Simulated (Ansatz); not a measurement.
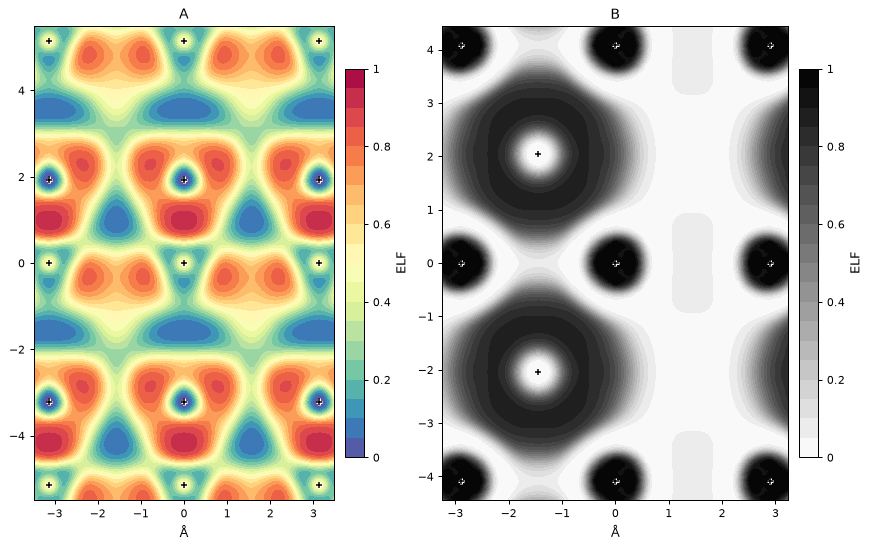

The ELF of 2 systems, each on a plane through atoms (crosses mark nuclei in the plane).

The calculation used DFT PBE, scalar-relativistic, plane waves, PAW (Ansatz).

System 1: SiC, the (100) plane of the conventional cell. Space group P6₃mc; started from the SiC prototype; changed on purpose from its base cell (volume × 1.040); computed pressure about −8 GPa in this cell.

```cif
data_structure
_symmetry_space_group_name_H-M 'P 1'
_symmetry_Int_Tables_number 1
_cell_length_a 3.1323
_cell_length_b 3.1323
_cell_length_c 5.1423
_cell_angle_alpha 90.000
_cell_angle_beta 90.000
_cell_angle_gamma 120.000
_cell_volume 43.69
loop_
_atom_site_label
_atom_site_type_symbol
_atom_site_fract_x
_atom_site_fract_y
_atom_site_fract_z
_atom_site_occupancy
Si1 Si 0.33333 0.66667 0.00460 1
Si2 Si 0.66667 0.33333 0.50460 1
C1 C 0.33333 0.66667 0.38040 1
C2 C 0.66667 0.33333 0.88040 1
```

System 2: Li$_{2}$S, the (011) plane of the conventional cell. Space group Fm-3m; started from the Li2S prototype; changed on purpose from its base cell (volume × 1.040).

```
Li S
1.0
     5.78083    0.00000    0.00000
     0.00000    5.78083    0.00000
     0.00000    0.00000    5.78083
Li S
8 4
Direct
  0.25000 0.25000 0.25000
  0.75000 0.75000 0.25000
  0.75000 0.25000 0.75000
  0.25000 0.75000 0.75000
  0.75000 0.25000 0.25000
  0.25000 0.75000 0.25000
  0.25000 0.25000 0.75000
  0.75000 0.75000 0.75000
  0.00000 0.00000 0.00000
  0.50000 0.50000 0.00000
  0.50000 0.00000 0.50000
  0.00000 0.50000 0.50000
```

> Match each panel to its system.

Panel A is system 1, SiC: the plane holds Si and C. Si–C (1.93 Å): the ELF peaks at about 0.95 between the atoms (localised, covalent bonding). Panel B is system 2, Li$_{2}$S: the plane holds Li and S. Li–S (2.50 Å): the ELF peaks at about 0.85 in the valence shell of S, 0.9 Å from its nucleus, and falls to about 0 next to Li: an ionic contact with no shared pair.
